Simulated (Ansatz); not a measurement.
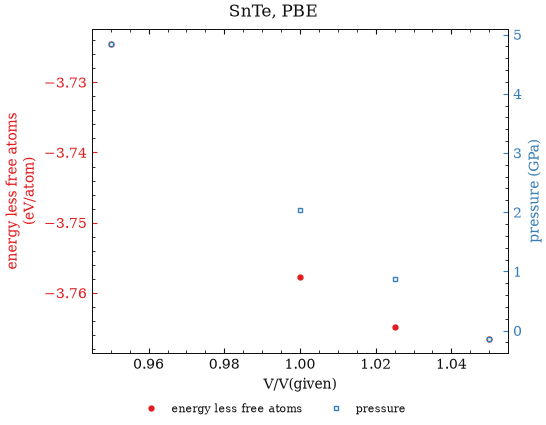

Plotted: energy less free atoms and pressure against V/V(given) for SnTe, space group Fm-3m (No. 225).

Cell as given: a = 4.464 Å, b = 4.464 Å, c = 4.464 Å, α = 60.00°, β = 60.00°, γ = 60.00°; 2 atoms.

Method: periodic Kohn-Sham DFT of a crystal at fixed atoms, scaled to the stated factor times the given cell; pressure positive in compression, energy less spherical unpolarised free atoms (Ansatz 0.2.0). Level: PBE.

method all-electron LAPW; relativity scalar; k mesh 11×11×11; occupations Fermi–Dirac; smearing width 0.08 eV; basis error target 0.25 (meV/atom); nucleus Gaussian.

V(given) is 31.45 Å³/atom.

The point at V/V(given) 0.975 is left out of the plot. What does the calculation give there?

| V/V(given) | energy less free atoms (eV/atom) | pressure (GPa) |
| --- | --- | --- |
| 0.975 | −3.7445 | 3.347 |

Caveats: no spin-orbit coupling on heavy atoms; small gap, it may come from the mesh.
